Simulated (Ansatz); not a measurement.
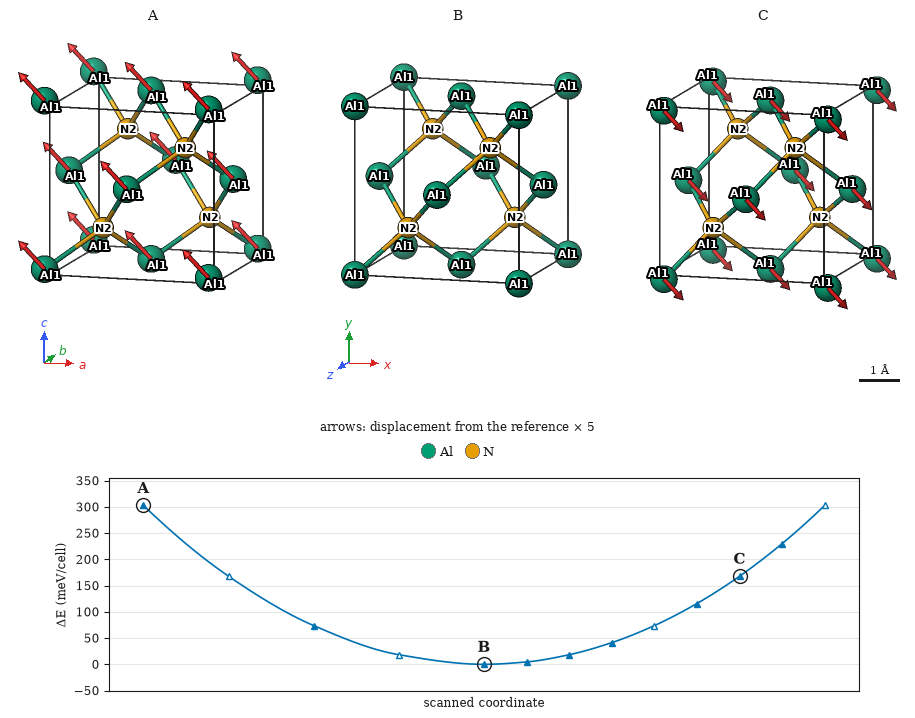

Frames of a one-coordinate scan of crystalline AlN (F-43m). Hollow markers are points alike by symmetry, not computed again. A ball-and-stick model of the conventional cell (4 times the calculation's cell), seen slightly off an axis. Red arrows: displacements from the reference. Lengths and directions refer to the drawn axes.

Computed with DFT PBE, scalar-relativistic, plane waves, PAW in Ansatz. Set-up: plane-wave cutoff 420 eV; k-point mesh 10 × 10 × 10; occupations gaussian; smearing width 0.05 eV; no spin polarisation. Energies (free energies at the smearing named) are counted from the cell as listed in its source, which wasn't relaxed.

**What is being scanned?**

The whole Al sublattice is shifted rigidly, along Cartesian [1 -1 0], all else fixed. In the frames the displacement is −0.20 Å (A), 0.00 Å (B), 0.15 Å (C). Of the computed points the lowest is at the displacement 0.00 Å, 0 meV/cell. The curvature at zero is about 15 eV/Å² per cell. The well is symmetric. At the highest point the shortest interatomic distance is 1.73 Å, against 1.89 Å in the reference. The distortion takes the space group from F-43m to Cm.
